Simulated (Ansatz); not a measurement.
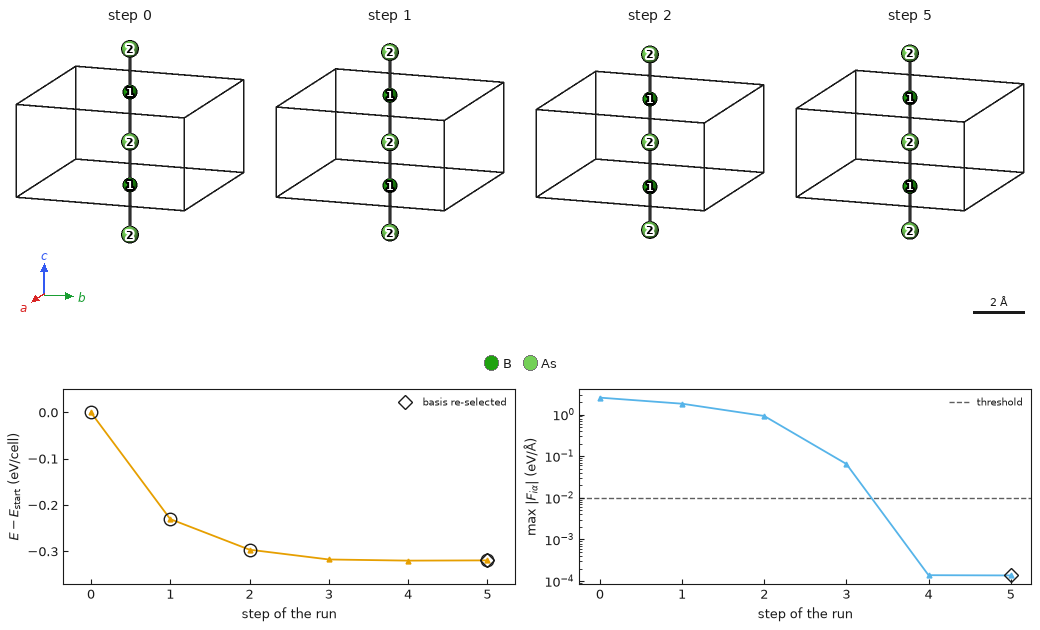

Frames of a relaxation of a wire of composition BAs, marked on the history of the run. The picture is a ball-and-stick view of the cell of the calculation, with the vacuum cut short, seen slightly off an axis.

Case: dimerised chain of atoms.

The calculation used Ansatz, DFT PBE, scalar-relativistic, plane waves, PAW.

Input
```yaml
crystal:
  lattice:
    - [9.0, 0.0, 0.0]
    - [0.0, 9.3, 0.0]
    - [0.0, 0.0, 3.7481060708]
  atoms:
    - { symbol: B, position: [0.5, 0.5, 0.0], spin: 0.5 }
    - { symbol: As, position: [0.5, 0.5, 0.465], spin: 0.5 }
basis:
  ecutwfc: 420
kpoints:
  mp_grid: { grid: [1, 1, 17] }
hamiltonian:
  xc: pbe
scf:
  occupations: { method: gaussian, width: 0.05 }
output:
  forces: true
  stress: true
  eigenvalues: true
  populations: true
  write_density: true
  write_potential: true
  elf: true
  volumetric_format: npy
magnetization:
  spin_polarized: true
relax:
  adjacent_minimum: "off"
  f_tol: 0.01
  max_steps: 45
  cell: { fix: [a, b, alpha, beta, gamma], stress_tol: 0.03 }
```

Command:
```bash
ansatz run input.yaml --threads 2 --pin off --max-ram 5120MiB --backend cpu --events-out ev --progress --plain --runs-dir out
```

Describe the path.

The largest moves relative to the layer's centre, 0.063 Å, are those of B1 and As2. Largest moves by element: B 0.063 Å, As 0.063 Å. Along the periodic axis the drawn cell goes c 3.748 → 3.581 Å (−4.5 %). Among the contacts that change: B1–As2 2.005 → 1.791 Å, B1–As2 (another image) 1.743 → 1.791 Å. The energy falls by 0.319 eV per cell of the calculation in 4 accepted moves (5 points after the start). Largest force component: 2.5 eV/Å at the start, 0.00014 eV/Å at the end. At 1 point the geometry stayed and the basis and grid were re-selected for the new cell (energy shift of 0.5 meV per cell of the calculation at most each time). The program noted that the starting moments weren't kept. The run took 42 s on 2 threads of Arm Neoverse V2, on a shared host, peak memory 0.51 GiB. From step 0 to 1: B and As atoms move most (0.03 Å), energy −0.230 eV per cell of the calculation. From step 1 to 2: B and As atoms move most (0.05 Å), energy −66.1 meV per cell of the calculation. From step 2 to 5: energy −23.1 meV per cell of the calculation.
